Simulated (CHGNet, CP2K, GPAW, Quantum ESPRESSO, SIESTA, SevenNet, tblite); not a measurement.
# Running Sn(100)/C(100) interface (94 atoms) with CP2K

How do the settings of CP2K change the result for Sn(100)/C(100) interface (94 atoms)? A plane-wave run serves as the yardstick.

Calculated with CP2K 2026.2; the method is named at each step.

## Step 1: The structure

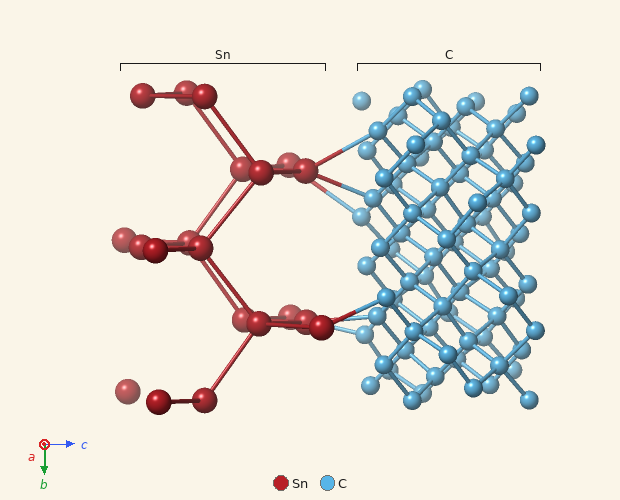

Start, viewed from the side, with the c axis across the page; tin red, carbon blue. Bonds to atoms that aren't drawn are left out. Some periodic images of atoms are drawn too.

The cell holds 94 atoms: 16 Sn and 78 C. Cell: a = 9.094 Å, b = 9.094 Å, c = 23.441 Å, α = 90.0°, β = 90.0°, γ = 90.0°. Diamond-structure Sn(100), 2 repeat layers, 4 surface cells, strained -0.90 and -0.90 %; diamond-structure C(100), 3 layers, 13 cells, -0.00 and -0.00 %; outer planes 2.08 Å apart, 12 Å of vacuum above; not relaxed, displaced by a Gaussian of 0.02 Å. Then every atom was moved at random, 0.03 Å r.m.s. a Cartesian component. Regions: Sn, 16 atoms (16 Sn); C, 78 atoms (78 C). Vacuum lies along c.

The yardstick, on the same geometry:

```
method                 : Kohn-Sham DFT, PBE, SSSP efficiency 1.3.0 pseudopotentials, plane waves (Quantum ESPRESSO 7.5); sssp-pbe-1.3.0-efficiency, cutoffs 45/360 Ry, Γ point
r.m.s. force component : 1.493 eV/Å
longest force          : 5.663 eV/Å
time                   : 8.7 min on 4 MPI ranks of Arm Neoverse V2, shared host
CPU time               : 35 min
```

## Step 2: PBE, DZVP-MOLOPT-SR, 450/50 Ry, diagonalisation

Method: Kohn-Sham DFT, PBE, GTH-PBE pseudopotentials, Gaussian and plane waves, DZVP-MOLOPT-SR-GTH, diagonalisation.

input.inp reads:

```
&GLOBAL
  PROJECT cell
  RUN_TYPE ENERGY_FORCE
  PRINT_LEVEL LOW
&END GLOBAL
&FORCE_EVAL
  METHOD QS
  &DFT
    BASIS_SET_FILE_NAME BASIS_MOLOPT
    POTENTIAL_FILE_NAME GTH_POTENTIALS
    &MGRID
      CUTOFF 450
      REL_CUTOFF 50
    &END MGRID
    &QS
      EPS_DEFAULT 1.0E-12
    &END QS
    &SCF
      SCF_GUESS ATOMIC
      EPS_SCF 5.0E-06
      MAX_SCF 200
      ADDED_MOS 42
      &DIAGONALIZATION
        ALGORITHM STANDARD
      &END DIAGONALIZATION
      &SMEAR ON
        METHOD FERMI_DIRAC
        ELECTRONIC_TEMPERATURE [K] 580
      &END SMEAR
      &MIXING
        METHOD BROYDEN_MIXING
        ALPHA 0.2
        NBROYDEN 12
        BETA 0.05
      &END MIXING
      &PRINT
        &RESTART OFF
        &END RESTART
      &END PRINT
    &END SCF
    &XC
      &XC_FUNCTIONAL PBE
      &END XC_FUNCTIONAL
    &END XC
    &PRINT
      &MULLIKEN ON
      &END MULLIKEN
      &HIRSHFELD ON
        SHAPE_FUNCTION DENSITY
      &END HIRSHFELD
      &MO ON
        EIGENVALUES T
        OCCUPATION_NUMBERS T
        MO_INDEX_RANGE 177 200
        &EACH
          QS_SCF 0
        &END EACH
        ADD_LAST NUMERIC
      &END MO
    &END PRINT
  &END DFT
  &SUBSYS
    &CELL
      A 9.09410 0.00000 0.00000
      B 0.00000 9.09410 0.00000
      C 0.00000 0.00000 23.44054
    &END CELL
    &COORD
      Sn 0.03556 9.05054 6.03477
      Sn 2.31945 0.04329 7.57036
      Sn 2.26052 2.33282 9.26159
      Sn 0.05757 2.28980 10.88461
      Sn 0.00546 4.51877 5.93796
      Sn 2.26461 4.52923 7.66295
      Sn 2.31090 6.83603 9.31035
      Sn 0.02610 6.84204 10.92939
      Sn 4.58879 0.04165 6.01906
      Sn 6.84104 9.08373 7.64748
      Sn 6.88360 2.27671 9.34012
      Sn 4.65054 2.30608 10.90571
      Sn 4.48667 4.57615 5.98906
      Sn 6.87296 4.52650 7.52230
      Sn 6.83585 6.79748 9.28316
      Sn 4.58352 6.83513 10.93782
      C 7.19016 8.02300 13.00176
      C 4.40527 7.68188 13.92673
      C 5.35906 8.43978 14.73238
      C 6.17153 7.36513 15.64539
      C 5.05032 6.65415 16.61981
      C 6.47218 0.02428 17.44023
      C 5.15172 6.63951 13.00950
      C 2.25697 6.24274 13.78890
      C 3.28152 7.03847 14.76098
      C 3.98558 5.95927 15.61679
      C 2.99360 5.30322 16.63059
      C 4.36644 7.69343 17.43226
      C 7.86240 2.41448 12.94129
      C 5.09261 2.08710 13.90657
      C 6.13106 2.75606 14.79942
      C 6.83021 1.78781 15.64492
      C 5.79649 1.02218 16.50026
      C 7.12823 3.50114 17.43742
      C 5.74101 1.07392 12.97035
      C 2.92939 0.72598 13.86039
      C 3.98112 1.46806 14.81747
      C 4.68383 0.39432 15.71712
      C 3.66756 8.75680 16.54574
      C 5.09615 2.07527 17.46320
      C 3.71421 8.76589 12.95254
      C 0.88349 8.41095 13.80742
      C 1.97278 9.06491 14.69628
      C 2.60755 8.02209 15.66133
      C 1.60256 7.39459 16.56730
      C 2.97213 0.66651 17.42335
      C 1.57155 7.31966 12.99919
      C 7.88759 7.00964 13.83250
      C 8.92004 7.66514 14.75043
      C 0.48790 6.70808 15.63718
      C 8.62912 5.92708 16.59496
      C 0.89095 8.41150 17.52016
      C 8.62257 5.96036 12.92324
      C 5.78721 5.59233 13.91266
      C 6.81475 6.29257 14.80575
      C 7.51027 5.22201 15.65101
[... 34 atom lines left out ...]
      C 8.19588 4.23594 14.78325
      C 8.92431 3.12482 15.63789
      C 7.87613 2.44577 16.57832
      C 0.17606 4.89490 17.37835
    &END COORD
    &KIND Sn
      BASIS_SET DZVP-MOLOPT-SR-GTH-q4
      POTENTIAL GTH-PBE-q4
    &END KIND
    &KIND C
      BASIS_SET DZVP-MOLOPT-SR-GTH-q4
      POTENTIAL GTH-PBE-q4
    &END KIND
  &END SUBSYS
  &PRINT
    &FORCES ON
    &END FORCES
  &END PRINT
&END FORCE_EVAL
```

The run is started by

```bash
$ OMP_NUM_THREADS=1 mpirun -np 4 cp2k.psmp -i input.inp > output.txt
```

Numbers of over 12 decimals in the logs are rounded to 6 here.

What it wrote:

```text
CP2K| version string:                                       CP2K version 2026.2
 CP2K| Input file name                                                 input.inp
 GLOBAL| Basis set file name                                        BASIS_MOLOPT
 GLOBAL| Potential file name                                      GTH_POTENTIALS
 GLOBAL| Run type                                                   ENERGY_FORCE
 GLOBAL| Total number of message passing processes                             4
 GLOBAL| Number of threads for this process                                    1
 TOTAL NUMBERS AND MAXIMUM NUMBERS
  Total number of            - Atomic kinds:                                   2
                             - Atoms:                                         94
                             - Shell sets:                                    94
                             - Shells:                                       470
                             - Primitive Cartesian functions:                470
                             - Cartesian basis functions:                   1316
                             - Spherical basis functions:                   1222
  Maximum angular momentum of- Orbital basis functions:                        2
                             - Local part of the GTH pseudopotential:          2
                             - Non-local part of the GTH pseudopotential:      4
 SCF PARAMETERS         Density guess:                                    ATOMIC
                        max_scf:                                             200
                        eps_scf:                                        5.00E-06
                        added MOs                                        42    0
                        Mixing method:                            BROYDEN_MIXING
                                                charge density mixing in g-space
                        Smear method:                                FERMI_DIRAC
                        Electronic temperature [K]:                        580.0
                        Electronic temperature [a.u.]:                  1.84E-03
                        Accuracy threshold:                             1.00E-10
 Extrapolation method: initial_guess
 Number of electrons:                                                        376
 Number of occupied orbitals:                                                188
 Number of molecular orbitals:                                               230
 Number of orbital functions:                                               1222
 Number of independent orbital functions:                                   1222
 SCF WAVEFUNCTION OPTIMIZATION
  Step     Update method      Time    Convergence         Total energy    Change
     1 NoMix/Diag. 0.20E+00    3.0     0.92481235      -497.1035587331 -4.97E+02
     2 Broy./Diag. 0.20E+00    4.0     1.15990114      -486.2070791158  1.09E+01
     3 Broy./Diag. 0.20E+00    4.1     1.15220437      -503.6872871974 -1.75E+01
     4 Broy./Diag. 0.20E+00    4.0     0.45585496      -487.4146696137  1.63E+01
[...]
30 Broy./Diag. 0.20E+00    4.0     0.00000823      -496.3149458984  1.09E-05
    31 Broy./Diag. 0.20E+00    4.0     0.00000366      -496.3149076407  3.83E-05
  *** SCF run converged in    31 steps ***
  Electronic density on regular grids:       -376.0000000000        0.0000000000
  Core density on regular grids:              375.9999999994       -0.0000000006
  Total charge density on r-space grids:       -0.0000000006
  Total charge density g-space grids:          -0.0000000006
  Overlap energy of the core charge distribution:               1.57608e-06
  Self energy of the core charge distribution:              -1159.496348
  Core Hamiltonian energy:                                    344.000967
  Hartree energy:                                             469.967418
  Exchange-correlation energy:                               -150.772982
  Electronic entropic energy:                                  -0.013964
  Fermi energy:                                                 0.021914
  Total energy:                                              -496.314908
  Total energy (extrapolated to T->0):                       -496.307926
 MO| EIGENVALUES AND OCCUPATION NUMBERS
 MO|
 MO|  Index      Eigenvalue [a.u.]        Eigenvalue [eV]             Occupation
 MO|    177              -0.002886              -0.078541               1.999997
 MO|    178              -0.000982              -0.026717               1.999992
 MO|    179               0.002560               0.069659               1.999947
[...]
MO|    199               0.061711               1.679238               0.000000
 MO|    200               0.067807               1.845124               0.000000
 MO| Sum:                                                             376.000000
 MO| E(Fermi):            0.021914 a.u.          0.596301 eV
 !-----------------------------------------------------------------------------!
                     Mulliken Population Analysis
 #  Atom  Element  Kind  Atomic population                           Net charge
       1     Sn       1          3.903154                              0.096846
       2     Sn       1          4.096845                             -0.096845
       3     Sn       1          3.971667                              0.028333
[...]
93     C        2          4.111086                             -0.111086
      94     C        2          3.895974                              0.104026
 # Total charge                            376.000000                  0.000000
 !-----------------------------------------------------------------------------!
 !-----------------------------------------------------------------------------!
                           Hirshfeld Charges
  #Atom  Element  Kind  Ref Charge     Population                    Net charge
      1       Sn     1       4.000          3.939                         0.061
      2       Sn     1       4.000          4.064                        -0.064
      3       Sn     1       4.000          3.975                         0.025
[...]
93       C      2       4.000          4.025                        -0.025
     94       C      2       4.000          3.987                         0.013
  Total Charge                                                           -0.000
 !-----------------------------------------------------------------------------!
 ENERGY| Total FORCE_EVAL ( QS ) energy [hartree]           -496.314848
 FORCES| Atomic forces [hartree/bohr]
 FORCES|   Atom     x               y               z               |f|
 FORCES|      1 -4.46940476E-03 -1.23880962E-03 -1.95858522E-02   2.01274895E-02
 FORCES|      2 -7.17833752E-04 -4.94573163E-04  2.22352809E-02   2.22523618E-02
 FORCES|      3  1.73661755E-02 -1.33768509E-02 -7.48427093E-03   2.31633008E-02
[...]
FORCES|     93 -5.71023284E-03  1.24164760E-02  2.98053049E-02   3.27892030E-02
 FORCES|     94  1.71040213E-02 -1.03931233E-02 -8.72701896E-03   2.18340426E-02
 FORCES| Sum    -9.87045408E-06  1.37165273E-05 -1.11227183E-04
 FORCES| Total atomic force                                       1.12503579E-04
```

Wall time 2.2 min (4 MPI ranks of Arm Neoverse V2, shared host); peak memory 4.9 GiB.

Banners, paths, timers and routine set-up lines are dropped from the logs unmarked, and long logs keep their key lines alone; longer cuts are marked.

Compared with the plane-wave run:

- r.m.s. force component: 1.532 eV/Å
- r.m.s. difference of force components: 54.39 meV/Å
- longest difference of force vectors: 202.4 meV/Å
- force difference over r.m.s. force: 3.643 %
- slope of forces against the reference's: 1.026
- correlation of force components: 0.9997

Length of the force difference by element (eV/Å):

```tsv
element	atoms	mean	most
C	78	0.087	0.19
Sn	16	0.059	0.20
```

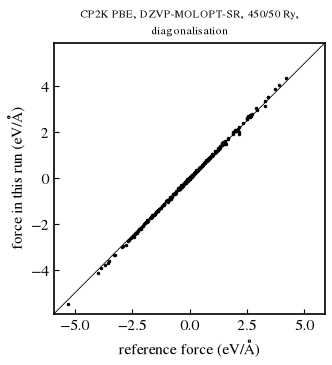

Force components against those of the reference; the line marks equality.

Local excerpt of 13 atoms (numbers count through the whole input) about Sn12, whose charge lies farthest from its element's mean; x, y, z are measured from there.

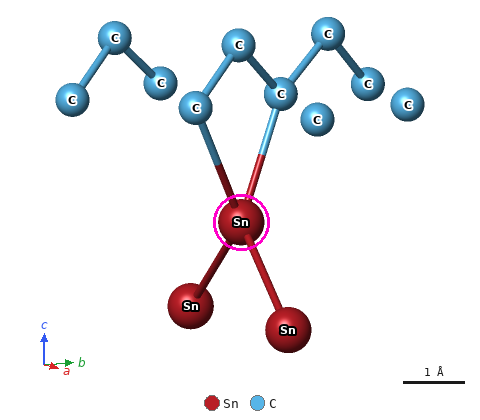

The atoms of the table, within 3.9 Å (arrows a, b, c point along x, y, z); some may hide others; the central atom is ringed.

```tsv
atom	x	y	z	distance (Å)	Hirshfeld charge (e)	Fx	Fy	Fz (eV/Å)
Sn12	0.00	0.00	0.00	0.00	0.25	-0.58	-0.03	1.93
C65	-0.35	0.84	2.07	2.26	-0.06	1.61	-1.47	1.99
C35	1.09	-1.23	2.06	2.64	-0.05	-0.46	0.01	1.73
Sn11	2.23	-0.03	-1.57	2.73	0.01	0.04	0.15	-1.61
Sn3	-2.39	0.03	-1.64	2.90	0.03	0.89	-0.69	-0.38
C30	0.44	-0.22	3.00	3.04	-0.03	-1.86	0.87	-2.20
C71	-2.36	-0.52	2.09	3.19	-0.05	0.23	0.48	1.33
C41	-0.94	-2.63	2.05	3.46	-0.04	0.32	-0.49	1.51
C59	1.85	2.24	2.06	3.56	-0.05	-0.13	0.43	2.11
C60	-0.94	1.91	2.97	3.65	-0.02	-1.71	-0.04	-3.35
C36	-1.72	-1.58	2.95	3.77	-0.03	2.55	-0.26	-2.54
C29	3.21	0.11	2.04	3.80	-0.04	-0.13	0.36	1.56
C83	-1.70	2.91	2.01	3.92	-0.06	-0.47	-0.12	2.01
```

Forces lie 3.6 % from the reference's, at 0.26 times its CPU time.

## Step 3: PBEsol, PBE potentials, DZVP-MOLOPT-SR, 450/50 Ry, diagonalisation

Method: Kohn-Sham DFT, PBEsol, GTH-PBE pseudopotentials, Gaussian and plane waves, DZVP-MOLOPT-SR-GTH, diagonalisation.

input.inp, as its differences from that of step 2:

```diff
@@ -41,3 +41,6 @@
     &XC
-      &XC_FUNCTIONAL PBE
+      &XC_FUNCTIONAL
+        &PBE
+          PARAMETRIZATION PBESOL
+        &END PBE
       &END XC_FUNCTIONAL
@@ -67,5 +70,6 @@
     &END CELL
-    &COORD
-[... 94 atom lines left out: the same atoms as in the first run ...]
-    &END COORD
+    &TOPOLOGY
+      COORD_FILE_NAME structure.xyz
+      COORD_FILE_FORMAT XYZ
+    &END TOPOLOGY
     &KIND Sn
```

structure.xyz reads:

```xyz
94

Sn 0.03556 9.05054 6.03477
Sn 2.31945 0.04329 7.57036
Sn 2.26052 2.33282 9.26159
Sn 0.05757 2.28980 10.88461
Sn 0.00546 4.51877 5.93796
Sn 2.26461 4.52923 7.66295
Sn 2.31090 6.83603 9.31035
Sn 0.02610 6.84204 10.92939
Sn 4.58879 0.04165 6.01906
Sn 6.84104 9.08373 7.64748
Sn 6.88360 2.27671 9.34012
Sn 4.65054 2.30608 10.90571
Sn 4.48667 4.57615 5.98906
Sn 6.87296 4.52650 7.52230
Sn 6.83585 6.79748 9.28316
Sn 4.58352 6.83513 10.93782
C 7.19016 8.02300 13.00176
C 4.40527 7.68188 13.92673
C 5.35906 8.43978 14.73238
C 6.17153 7.36513 15.64539
[... 70 atom lines left out ...]
C 8.19588 4.23594 14.78325
C 8.92431 3.12482 15.63789
C 7.87613 2.44577 16.57832
C 0.17606 4.89490 17.37835
```

What it wrote:

```text
CP2K| version string:                                       CP2K version 2026.2
 CP2K| Input file name                                                 input.inp
 GLOBAL| Basis set file name                                        BASIS_MOLOPT
 GLOBAL| Potential file name                                      GTH_POTENTIALS
[... lines left out ...]
                        Smear method:                                FERMI_DIRAC
[... lines left out ...]
 Number of electrons:                                                        376
[... lines left out ...]
  Step     Update method      Time    Convergence         Total energy    Change
[... lines left out ...]
  *** SCF run converged in    30 steps ***
[... lines left out ...]
  Fermi energy:                                                 0.022277
  Total energy:                                              -495.166881
  Total energy (extrapolated to T->0):                       -495.159913
[... lines left out ...]
 MO| E(Fermi):            0.022277 a.u.          0.606175 eV
[... lines left out ...]
     94       C      2       4.000          3.986                         0.014
  Total Charge                                                           -0.000
 !-----------------------------------------------------------------------------!
 ENERGY| Total FORCE_EVAL ( QS ) energy [hartree]           -495.166813
 FORCES| Atomic forces [hartree/bohr]
 FORCES|   Atom     x               y               z               |f|
 FORCES|      1 -4.49786421E-03 -1.34271297E-03 -1.89413601E-02   1.95143225E-02
 FORCES|      2 -6.20429012E-04 -5.19829638E-04  2.31015896E-02   2.31157651E-02
 FORCES|      3  1.73747581E-02 -1.33580274E-02 -8.22176161E-03   2.34076158E-02
[...]
FORCES|     93 -5.75235360E-03  1.26090515E-02  2.97412749E-02   3.28119062E-02
 FORCES|     94  1.76186743E-02 -1.05973071E-02 -1.03545445E-02   2.30203647E-02
 FORCES| Sum     1.18242079E-04 -2.68898288E-04 -7.35361850E-04
 FORCES| Total atomic force                                       7.91861433E-04
```

Elapsed: 2.2 min, on 4 MPI ranks; peak memory 4.8 GiB.

Against the reference:

```
r.m.s. force component                  : 1.55 eV/Å
r.m.s. difference of force components   : 74.45 meV/Å
longest difference of force vectors     : 296.9 meV/Å
force difference over r.m.s. force      : 4.987 %
slope of forces against the reference's : 1.038
correlation of force components         : 0.9995
```

Against the first run (3.6 %), the force difference from the reference is 5.0 %, at 0.96 times the CPU time; the model has changed, so this is no error of the program alone.

The difference per atom is largest on C (0.13 eV/Å on average, against 0.035 on Sn).

(Part 1 of 2 ends here.)

[Also dropped from logs without a mark: logging warnings of Python, and SIESTA's first energy breakdown and zero terms.]

[Logs are printed without paths, hosts, clocks, repeated set-up lines and the standing remarks that a program may print on its own settings, such as how far it seeks lower states.]

[Hosts, paths, dates, database ids (printed as entryN), source tags and the programs' standing remarks are cut or masked in the printed files.]
